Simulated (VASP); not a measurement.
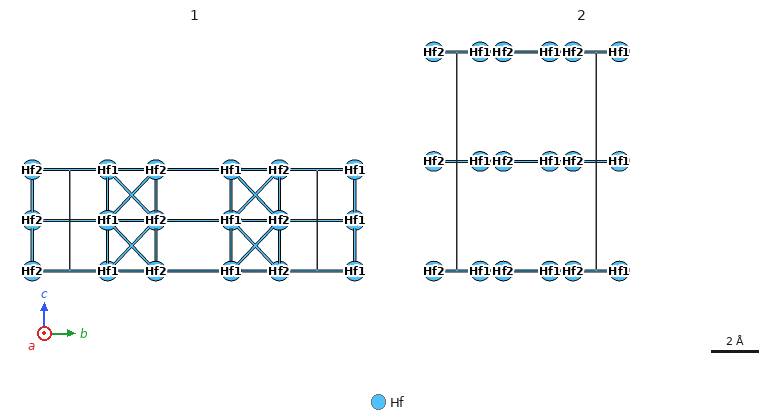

Two geometries of crystalline Hf (a generated structure, set up in Fmmm), drawn at one scale. One is the start of a relaxation, the other its converged end. Style: ball-and-stick. Shown: the conventional cell (4 times the calculation's cell), along the a axis. Lengths and directions refer to the drawn axes.

All numbers below come from VASP, Kohn-Sham DFT of a periodic cell, PBE, VASP PAW PBE potentials, recommended. (plane-wave cutoff 600 eV; k-point mesh 6 × 6 × 6; occupations gaussian; smearing width 0.1 eV; no spin polarisation)

**Which one is relaxed?**

Structure 1 is the relaxed one. The run lets cell and atoms move. The largest moves relative to the cell, 0.15 Å, are those of Hf1 and Hf2. Hf2 goes along +b. Cell: a 3.436 → 4.311 Å (+25.5 %), b 5.952 → 10.562 Å (+77.5 %), c 9.369 → 4.336 Å (−53.7 %). Volume +3.0 %. Among the contacts that change: Hf1–Hf1 3.436 → 5.704 Å, Hf1–Hf1 (another image) 4.990 → 3.057 Å, Hf1–Hf2 4.788 → 2.989 Å, Hf1–Hf2 (another image) 1.984 → 3.223 Å. New bonds form: Hf1–Hf1 (4.99 → 3.06 Å), Hf1–Hf2 (4.79 → 2.99 Å), Hf2–Hf2 (4.99 → 3.06 Å). Among the angles between lasting bonds that change: Hf2–Hf1–Hf2 120.0° → 92.7°, Hf2–Hf1–Hf2 120.0° → 133.7°. The space group stays Fmmm (No. 69). Over 37 geometry steps the energy falls by 16.838 eV per cell of the calculation. The largest force component goes from 0.086 to 0.0091 eV/Å. Pressure: 94.45 GPa at the start and −0.09 GPa at the end.
